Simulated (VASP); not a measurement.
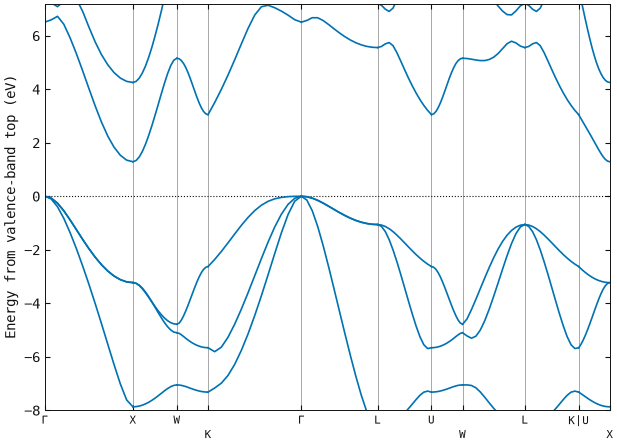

Band structure. Energies are counted from the top of the valence band.

### What lattice type does the k path imply?

A face-centred cubic lattice: the path Γ–X–W–K–Γ–L–U–W–L–K|U–X runs through the special points of its Brillouin zone.

The VASP input:

POSCAR:
```
SiC                                     
1.0
    0.0000000000      2.1657835622      2.1657835622
    2.1657835622      0.0000000000      2.1657835622
    2.1657835622      2.1657835622      0.0000000000
  Si              C             
     1     1
Direct
     0.0000000000000000    0.0000000000000000    0.0000000000000000
     0.2500000000000000    0.2500000000000000    0.2500000000000000
```

INCAR.step1:
```
  ALGO = Fast
  EDIFF = 1E-7
  ENCUT = 520
  ISIF = 2
  ISMEAR = 0
  LASPH = True
  LCHARG = True
  LREAL = False
  LWAVE = False
  NELM = 80
  PREC = Accurate
  SIGMA = 0.02
```

KPOINTS.step1:
```
k-points
0
Gamma
  12 12 12
```

INCAR.step2:
```
  ALGO = Fast
  EDIFF = 1E-7
  ENCUT = 520
  ICHARG = 11
  ISIF = 2
  ISMEAR = 0
  LASPH = True
  LCHARG = False
  LREAL = False
  LWAVE = False
  NELM = 80
  PREC = Accurate
  SIGMA = 0.05
```

KPOINTS.step2:
```
path GXWKGLUWLK,UX
15
line-mode
reciprocal
 0.0000000000  0.0000000000  0.0000000000  G
 0.5000000000  0.0000000000  0.5000000000  X

 0.5000000000  0.0000000000  0.5000000000  X
 0.5000000000  0.2500000000  0.7500000000  W

 0.5000000000  0.2500000000  0.7500000000  W
 0.3750000000  0.3750000000  0.7500000000  K

 0.3750000000  0.3750000000  0.7500000000  K
 0.0000000000  0.0000000000  0.0000000000  G

 0.0000000000  0.0000000000  0.0000000000  G
 0.5000000000  0.5000000000  0.5000000000  L

 0.5000000000  0.5000000000  0.5000000000  L
 0.6250000000  0.2500000000  0.6250000000  U

 0.6250000000  0.2500000000  0.6250000000  U
 0.5000000000  0.2500000000  0.7500000000  W

 0.5000000000  0.2500000000  0.7500000000  W
 0.5000000000  0.5000000000  0.5000000000  L

 0.5000000000  0.5000000000  0.5000000000  L
 0.3750000000  0.3750000000  0.7500000000  K

 0.6250000000  0.2500000000  0.6250000000  U
 0.5000000000  0.0000000000  0.5000000000  X
```

System: zincblende SiC, space group F-43m, 2 atoms in the primitive cell.

VASP; LDA, VASP PAW LDA potentials, release 64 (Si, C), no spin polarisation, no spin-orbit coupling, 12×12×12 k mesh, 520 eV cutoff.

### Metal, semiconductor or insulator, and what is the gap?

A semiconductor. The gap along this path is 1.29 eV and indirect, from the valence-band top at Γ to the conduction-band bottom at X; the smallest direct gap is 4.52 eV, at X.

### What are the direct gaps at K, W and L?

The direct gaps are 5.68 eV at K, 9.94 eV at W and 6.62 eV at L.

### How many bands meet at the valence-band top?

Three bands meet at the valence-band top at Γ: it is triply degenerate (spin aside).

### How much do the top valence band and the lowest conduction band disperse along the path?

The top valence band spans 4.8 eV and the lowest conduction band 5.8 eV.

LDA, GGA and most meta-GGA functionals understate gaps. The cell was derived from a database entry in an earlier step, so it needn't be the measured one.
